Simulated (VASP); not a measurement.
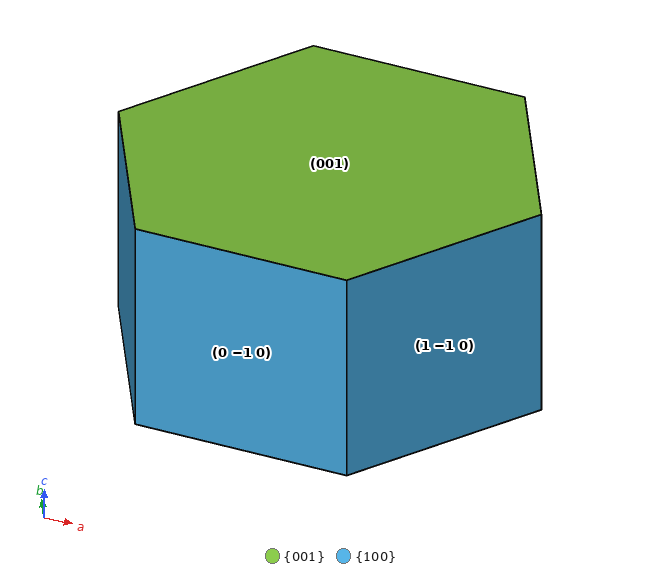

Ta2N, space group P-3m1 (No. 164), a = 3.113 Å, b = 3.113 Å, c = 4.870 Å, α = 90.00°, β = 90.00°, γ = 120.00°. Crystal habit computed by the BFDH rule (growth rate of a face proportional to 1/d, systematic absences taken into account). This is a geometric estimate, not an energy calculation. Origin: a cell listed in the Materials Project, as set up for an electronic-structure calculation. Forms under 0.4 % of the area are left out.

**How many faces does the whole crystal have, by form?**

8 faces: 6 of {100} and 2 of {001}.

**Which form makes up most of the surface, and how much?**

{100}, with 6 faces and about 53 % of the area; its spacing is d = 2.696 Å.

**List the forms with their spacings and shares.**

```csv
form,faces,d (Å),share of area (%)
{100},6,2.696,52.5
{001},2,4.870,47.5
```
